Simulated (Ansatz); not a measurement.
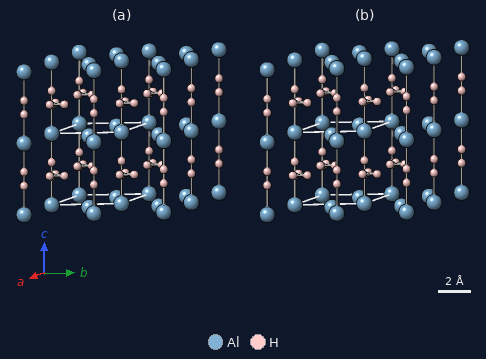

The structure of crystalline Al2H5 (a generated structure, set up in P-6m2) before (left) and after (right) a relaxation, at one scale.

A ball-and-stick model of the cell of the calculation, repeated 2 × 2 × 2 with one cell outlined, seen slightly off an axis.

Theory: DFT PBE, scalar-relativistic, plane waves, PAW (Ansatz 0.2.0). Set-up: plane-wave cutoff 420 eV; k-point mesh 12 × 12 × 8; occupations gaussian; smearing width 0.1 eV; no spin polarisation; cell and atoms relaxed; force threshold 0.01 eV/Å; at most 80 steps.

Summarise the run.

Answer. The largest moves relative to the cell, 0.012 Å, are those of H atoms. Al stays in place. Cell: a = b 4.485 → 4.474 Å (−0.3 %), c 4.606 → 4.675 Å (+1.5 %). Volume +1.0 %. Near-neighbour distances that change, for instance: Al–H 1.855 → 1.895 Å, H–H 0.897 → 0.886 Å. The space group stays P-6m2 (No. 187). After 3 accepted moves (4 points after the start) the energy has fallen by 0.6 meV per atom. The largest force component goes from 0.097 to 0.0021 eV/Å. Pressure: 0.11 GPa at the start and −0.01 GPa at the end. At 1 point the geometry stayed and the basis and grid were re-selected for the new cell (energy shift of 0.1 meV per atom at most each time). The run took 48 s on 1 thread of Arm Neoverse V2, on a shared host, peak memory 0.41 GiB.
